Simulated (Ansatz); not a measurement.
C9O (slab)

Input

```
crystal:
  lattice:
    - [7.3951485247, 0.0, 0.0]
    - [-3.6975742623, 6.4043864871, 0.0]
    - [0.0, 0.0, 18.0016100066]
  atoms:
    - { symbol: C, position: [0.5555555556, 0.4444444444, 0.4444046948] }
    - { symbol: C, position: [0.5555555556, 0.7777777778, 0.4444046948] }
    - { symbol: C, position: [0.5555555556, 0.1111111111, 0.4444046948] }
    - { symbol: C, position: [0.8888888889, 0.4444444444, 0.4444046948] }
    - { symbol: C, position: [0.8888888889, 0.7777777778, 0.4444046948] }
    - { symbol: C, position: [0.8888888889, 0.1111111111, 0.4444046948] }
    - { symbol: C, position: [0.2222222222, 0.4444444444, 0.4444046948] }
    - { symbol: C, position: [0.2222222222, 0.7777777778, 0.4444046948] }
    - { symbol: C, position: [0.2222222222, 0.1111111111, 0.4444046948] }
    - { symbol: C, position: [0.4444444444, 0.2222222222, 0.4444941315] }
    - { symbol: C, position: [0.4444444444, 0.5555555556, 0.4444941315] }
    - { symbol: C, position: [0.4444444444, 0.8888888889, 0.4444941315] }
    - { symbol: C, position: [0.7777777778, 0.2222222222, 0.4444941315] }
    - { symbol: C, position: [0.7777777778, 0.5555555556, 0.4444941315] }
    - { symbol: C, position: [0.7777777778, 0.8888888889, 0.4444941315] }
    - { symbol: C, position: [0.1111111111, 0.2222222222, 0.4444941315] }
    - { symbol: C, position: [0.1111111111, 0.5555555556, 0.4444941315] }
    - { symbol: C, position: [0.1111111111, 0.8888888889, 0.4444941315] }
    - { symbol: O, position: [-0.1578122629, -0.1748578656, 0.5661499167], spin: 2.0 }
    - { symbol: O, position: [0.0, 0.0, 0.5661499167] }
basis:
  ecutwfc: 420
kpoints:
  mp_grid: { grid: [3, 3, 1] }
hamiltonian:
  xc: pbe
  dispersion: d3bj
scf:
  occupations: { method: gaussian, width: 0.05 }
output:
  forces: true
  eigenvalues: true
  populations: true
  write_density: true
  write_potential: true
  elf: true
  volumetric_format: npy
magnetization:
  spin_polarized: true
relax:
  adjacent_minimum: "off"
  f_tol: 0.04
  max_steps: 100
  constraints: [{ sites: [0] }]
efield:
  axis: 3
  dipole_correction: true
  ramp_width: 0.04
```

Command:

```sh
ansatz run input.yaml --threads 2 --pin off --max-ram 5120MiB --backend cpu --events-out ev --progress --plain --runs-dir out
```

The fields are those of the relaxed geometry.

Spin-polarised.

Method: DFT PBE+D3(BJ), scalar-relativistic, plane waves, PAW (Ansatz 0.2.0).

The density is the valence pseudo-density of a PAW calculation; it isn't the true density close to the nuclei.

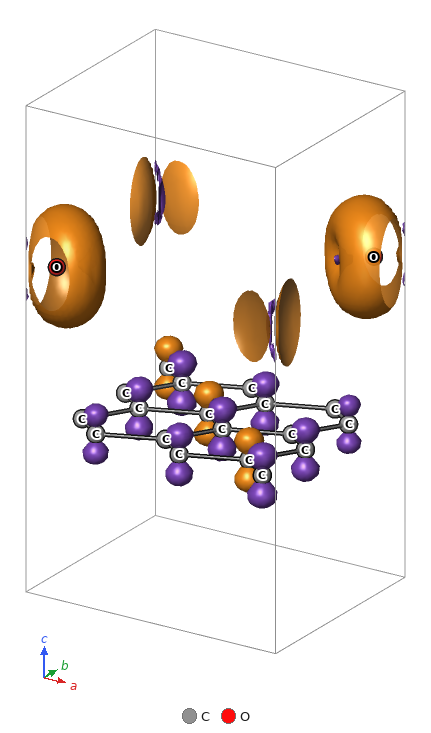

Figure 1. Isosurfaces of the spin density at +0.02 (orange) and −0.02 e/Å³ (purple), seen slightly off an axis. Sticks mark near contacts.

Which atoms carry the moments, and with what signs?

The spin density sits on O: +0.5 μB (×2) in one cell of 20 atoms: parallel main moments (a ferromagnetic arrangement) in this solution. The cell of the calculation (20 atoms) carries 1.8 μB of net spin moment.

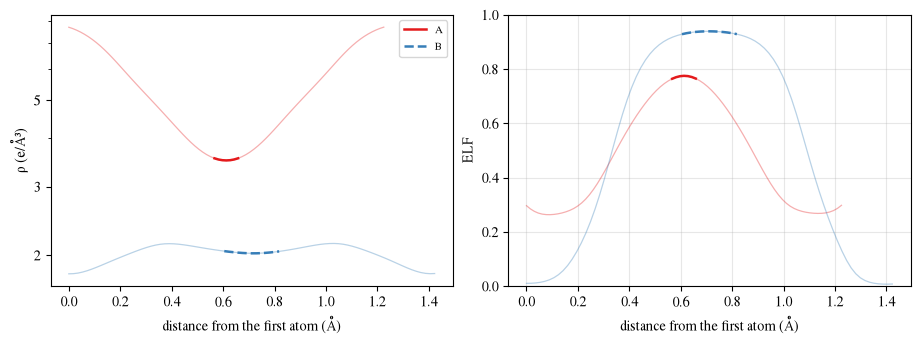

Figure 2. Valence charge density (pseudo) and ELF along straight lines between neighbouring atoms. Thin, pale parts lie inside the atomic spheres.

Which curve belongs to which contact (C–C and O–O)? The first atom named is at distance zero.

Curve A: O–O (1.22 Å): ρ is about 3.5 e/Å³ halfway; the ELF peaks at about 0.80 between the atoms. Curve B: C–C (1.42 Å): the density is about 2 e/Å³ at the midpoint; the ELF peaks at about 0.95 between the atoms.

Metal or insulator at this level of theory?

It is gapless in this calculation (a metal or semimetal).
